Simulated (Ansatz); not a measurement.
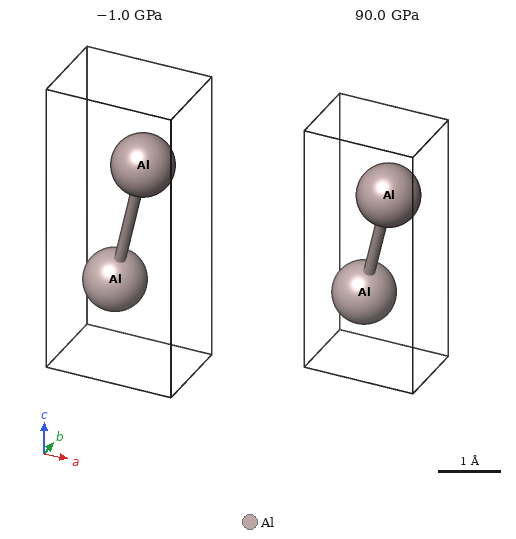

A crystal of Al (set up in P6_3/mmc), relaxed (cell and atoms) at several target pressures. The picture shows the first and the last member. Style: ball-and-stick. Shown: the cell of the calculation, slightly off an axis.

Computed with Ansatz 0.2.0: DFT PBEsol+D3(BJ), scalar-relativistic, plane waves, PAW. (plane-wave cutoff 420 eV; k-point mesh 18 × 18 × 10; occupations gaussian; smearing width 0.1 eV; no spin polarisation; cell and atoms relaxed; force threshold 0.008 eV/Å)

```csv
pressure (GPa),volume (Å³/atom),a (Å),c (Å)
−1.0,15.855,2.801,4.667
0.0,15.669,2.790,4.648
1.0,15.491,2.780,4.630
4.0,15.024,2.752,4.582
12.0,?,?,?
25.0,12.938,2.637,4.296
50.0,11.565,2.539,4.144
90.0,10.230,2.439,3.971
```

One row is withheld. What does the calculation give there?

Murnaghan's form V = V₀(1 + B′P/B₀)^(−1/B′), with V₀ = 15.669 Å³ from the row at zero pressure, fits the other rows with B₀ = 91.3 GPa and B′ = 3.52 (largest miss 0.019 Å³). At 12.0 GPa it gives 15.669 × (1 + 3.52 × 12.0/91.3)^(−1/3.52) = 14.065 Å³ per atom. The calculation gives 14.045 Å³/atom (a = 2.712 Å, c = 4.409 Å). The estimate is 0.020 Å³/atom too high. From the first member to the last: Al–Al 2.839 → 2.434 Å, Al–Al 2.801 → 2.439 Å.

The whole series:

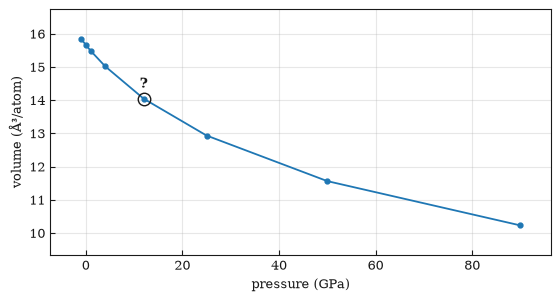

Each member starts from this one structure; whether another phase lies lower wasn't checked.
